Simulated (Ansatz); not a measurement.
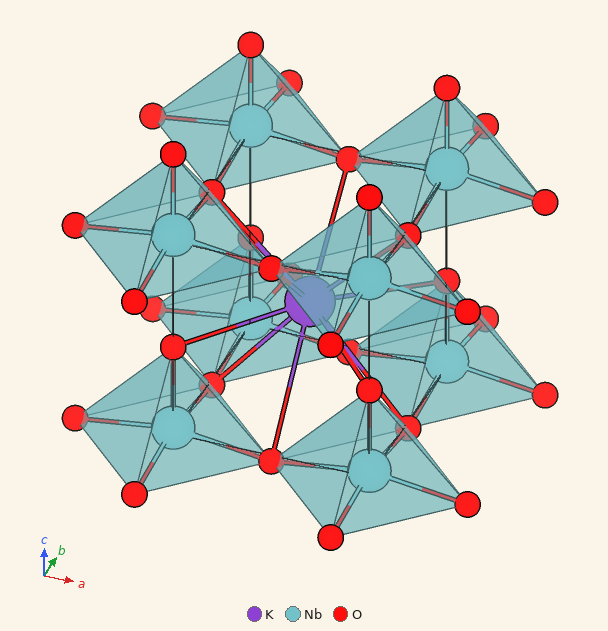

The figure gives a polyhedral picture of the atoms, viewed from a general direction. The conventional unit cell is drawn as a box. A few atoms beyond the faces are included.

KNbO$_{3}$, space group P4mm (No. 99), a = 3.95 Å, b = 3.95 Å, c = 4.35 Å, α = 90.00°, β = 90.00°, γ = 90.00°.

Run with DFT PBE, scalar-relativistic, plane waves, PAW in Ansatz and these settings: a kinetic-energy cutoff of 420 eV, 8×8×6 k-mesh, Gaussian smearing of 0.02 eV, no spin polarisation.

Question: Classify it as metallic or gapped, with the value.

Answer: A semiconductor at this level, with a gap of 1.65 eV.

Question: How far is the cell from zero pressure?

Answer: The computed pressure is 1.4 GPa (compressed: it would expand). The stress isn't hydrostatic: its largest component is 2.1 GPa.

It goes back to a structure listed in the Materials Project. The cell was then strained or its atoms displaced on purpose. An electronic-structure calculation with Ansatz was run on it.
